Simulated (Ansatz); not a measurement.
**Zn18O19 (cell charge −2, with a compensating background) (cell with a defect): density, localisation and related maps**

The calculation's input:

```
crystal:
  lattice:
    - [-4.9190861691, -2.8400357239, 5.2932331742]
    - [4.9190861691, -2.8400357239, 5.2932331742]
    - [1.0e-10, 5.6800714478, 5.2932331742]
  atoms:
    - { symbol: Zn, position: [0.6114805637, 0.6055562969, 0.2798728792] }
    - { symbol: Zn, position: [0.6085078631, 0.2738036898, 0.6096938179] }
    - { symbol: Zn, position: [0.2815994571, 0.936987361, 0.2777028632] }
    - { symbol: Zn, position: [0.9423396089, 0.2581993259, 0.3247057303] }
    - { symbol: Zn, position: [0.2786363153, 0.6054765975, 0.612795722] }
    - { symbol: Zn, position: [0.612051054, 0.9416837674, 0.9455932281] }
    - { symbol: Zn, position: [0.3186762395, 0.2622153599, 0.9510882245] }
    - { symbol: Zn, position: [0.9445506418, 0.9417131355, 0.613151026] }
    - { symbol: Zn, position: [0.9357941288, 0.6439627359, 0.9369461191] }
    - { symbol: Zn, position: [0.5661544245, 0.2115839498, 0.229806178] }
    - { symbol: Zn, position: [0.557022571, 0.8804827605, 0.5583334274] }
    - { symbol: Zn, position: [0.2226609409, 0.5386498539, 0.2240746496] }
    - { symbol: Zn, position: [0.8926626022, 0.8805925956, 0.2284773323] }
    - { symbol: Zn, position: [0.228497718, 0.211666521, 0.5675038682] }
    - { symbol: Zn, position: [0.5625333605, 0.553837808, 0.890330102] }
    - { symbol: Zn, position: [0.2272320876, 0.8805806921, 0.8939510003] }
    - { symbol: Zn, position: [0.889108876, 0.5538939389, 0.5638435809] }
    - { symbol: Zn, position: [0.8744519253, 0.2041112117, 0.8755351857] }
    - { symbol: O, position: [0.7388346254, 0.7303464105, 0.4068417843] }
    - { symbol: O, position: [0.7308882087, 0.401674527, 0.7321644657] }
    - { symbol: O, position: [0.4066521999, 0.0646838974, 0.4079280742] }
    - { symbol: O, position: [0.0776170367, 0.3997536845, 0.4266956755] }
    - { symbol: O, position: [0.4055910994, 0.730298445, 0.7401355629] }
    - { symbol: O, position: [0.7413372029, 0.0594469512, 0.075792374] }
    - { symbol: O, position: [0.4252321794, 0.3996989608, 0.0788548936] }
    - { symbol: O, position: [0.0746805328, 0.0593663565, 0.7425768168] }
    - { symbol: O, position: [0.0750680333, 0.7313002499, 0.0763851981] }
    - { symbol: O, position: [0.6883794376, 0.343485172, 0.3515087991] }
    - { symbol: O, position: [0.6818480295, 0.0117364434, 0.6829609575] }
    - { symbol: O, position: [0.3497026432, 0.6711077065, 0.3509824813] }
    - { symbol: O, position: [0.0252322343, -0.0032972558, 0.3572181773] }
    - { symbol: O, position: [0.3503449036, 0.343408996, 0.6896777169] }
    - { symbol: O, position: [0.6764845914, 0.6852732505, 0.0196230539] }
    - { symbol: O, position: [0.3522383553, 0.0019076595, 0.021045261] }
    - { symbol: O, position: [0.0184295082, 0.6853282873, 0.6777100342] }
    - { symbol: O, position: [-0.043721988, 0.3886514995, -0.0419261721] }
    - { symbol: O, position: [0.0853086371, 0.3246733043, 0.0901154078] }
  host:
    lattice:
      - [3.2793907794, 0.0, 0.0]
      - [-1.6396953897, 2.8400357239, 0.0]
      - [0.0, 0.0, 5.2932331742]
    atoms:
      - { symbol: Zn, position: [0.6666666667, 0.3333333333, 0.5006044116] }
      - { symbol: Zn, position: [0.3333333333, 0.6666666667, 0.0006044116] }
      - { symbol: O, position: [0.6666666667, 0.3333333333, 0.8797055884] }
      - { symbol: O, position: [0.3333333333, 0.6666666667, 0.3797055884] }
total_charge: -2
basis:
  ecutwfc: 420
  xc_grid: 2
kpoints:
  mp_grid: { grid: [2, 2, 2], shift: [0.5, 0.5, 0.5] }
hamiltonian:
  xc: pbe
scf:
  occupations: { method: gaussian, width: 0.01 }
output:
  forces: true
  stress: false
  eigenvalues: true
  charged_corrections:
    defect_position: [0.15277778, 0.15277778, 0.15277778]
    epsilon: [[10.5528, 0.0, 0.0], [0.0, 10.5528, 0.0], [0.0, 0.0, 11.5878]]
  write_density: true
  write_potential: true
  elf: true
  volumetric_format: npy
relax:
  adjacent_minimum: "off"
  f_tol: 0.025
  max_steps: 45
```

Command:

```sh
ansatz run input.yaml --threads 4 --pin off --max-ram 10240MiB --backend cpu --events-out ev --progress --plain --runs-dir out
```

The fields are those of the run's last geometry, not of the input's.

Level of theory: Ansatz, DFT PBE, scalar-relativistic, plane waves, PAW.

In a PAW calculation such maps are meaningful between the atoms, not at the nuclei.

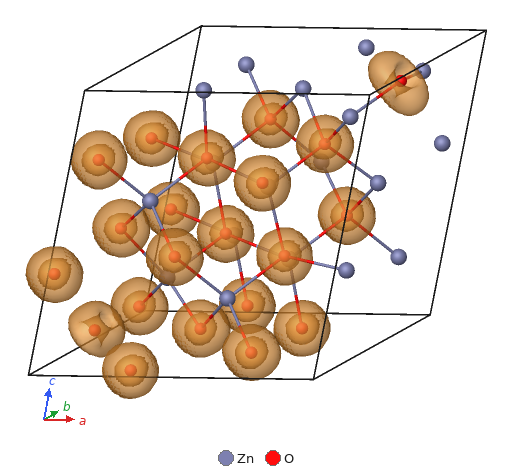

Figure 1. Isosurface of the electron localisation function at 0.75 (orange), seen at an oblique angle. Only the valence region is drawn (cores and ρ < 0.01 e/Å³ removed). Sticks mark near contacts.

Describe the localisation domains.

Answer. The ELF exceeds this value in 19 regions wrapped around O (the valence shell of each), counted in one cell of 37 atoms. Regions shared between cells count once. Along the contacts the grid gives the following. O–O (1.48 Å): the ELF peaks at about 0.70 between the atoms. Zn–O (1.95 Å): the ELF peaks at about 0.85 in the valence shell of O, 0.6 Å from its nucleus, and is about 0.25 at the midpoint: no shared electron pair shows on this line.

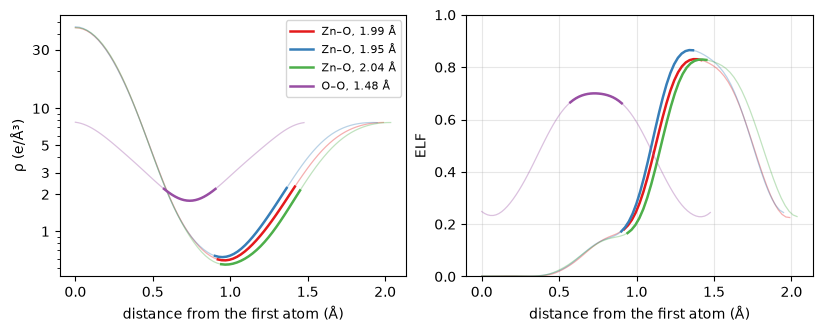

Figure 2. Valence pseudo-density and electron localisation function along straight lines between neighbouring atoms. Thin, pale parts lie inside the atomic spheres.

Compare the contacts.

Answer. Zn–O (1.99 Å): the density is about 0.59 e/Å³ at the midpoint; the ELF peaks at about 0.85 in the valence shell of O, 0.6 Å from its nucleus, and is about 0.25 at the midpoint (no shared electron pair shows on this line).
Zn–O (1.95 Å): the density is about 0.62 e/Å³ at the midpoint; the ELF peaks at about 0.85 in the valence shell of O, 0.6 Å from its nucleus, and is about 0.25 at the midpoint: no shared electron pair shows on this line.
Zn–O (2.04 Å): ρ at the midpoint is about 0.55 e/Å³; the ELF peaks at about 0.85 in the valence shell of O, 0.6 Å from its nucleus, and is about 0.20 at the midpoint: no shared electron pair shows on this line.
O–O (1.48 Å): the density is about 1.8 e/Å³ at the midpoint; the ELF peaks at about 0.70 between the atoms.

Does the calculation make it a metal, or give it a gap?

Answer. It is gapped, with a Kohn–Sham gap of 1.2 eV on the k-point mesh (the band edges may lie off the mesh, which would make the gap smaller).
